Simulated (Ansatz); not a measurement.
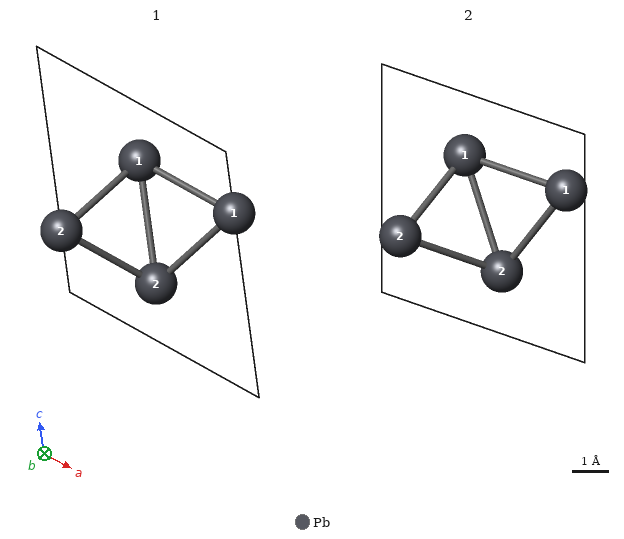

Two geometries of a crystal of Pb (set up in C2/m), drawn at one scale. One is the start of a relaxation, the other its converged end. Style: ball-and-stick. Shown: the conventional cell (2 times the calculation's cell), along the b axis. Lengths and directions refer to the drawn axes.

These are results of Kohn-Sham DFT of a periodic cell, PBEsol, Ansatz PAW (Ansatz), not measurements. Set-up: plane-wave cutoff 420 eV; k-point mesh 9 × 9 × 5; occupations fermi-dirac; smearing width 0.05 eV; target pressure 0 GPa; no spin polarisation; cell and atoms relaxed; force threshold 0.01 eV/Å; at most 40 steps.

**Which one is relaxed?**

Structure 1 is the relaxed one. The run lets cell and atoms move. Over 11 accepted moves (16 points after the start) the energy falls by 77.4 meV per atom. Largest force component: 0.13 eV/Å at the start, 0.00052 eV/Å at the end. The pressure goes from −1.78 to 0.00 GPa. The line search rejected the trial steps at points 6, 9, 11 of the run. The SCF was repeated twice at an unchanged geometry on a basis and grid sized afresh for the cell, which shifted the energy by 0.7 meV per atom at most. The largest moves relative to the cell, 0.48 Å, are those of Pb1 and Pb2. Pb1 goes along [3 0 1]. The volume changes by −7.3 %, with a 6.077 → 6.127 Å (+0.8 %), b 3.501 → 3.495 Å (−0.2 %), c 6.452 → 7.014 Å (+8.7 %), β 109.1° → 126.8°. Among the contacts that change: Pb1–Pb2 4.812 → 3.443 Å, Pb1–Pb2 (another image) 3.337 → 3.506 Å, Pb1–Pb2 (another image) 3.449 → 3.507 Å, Pb1–Pb2 (another image) 3.408 → 3.443 Å. The space group stays C2/m (No. 12).
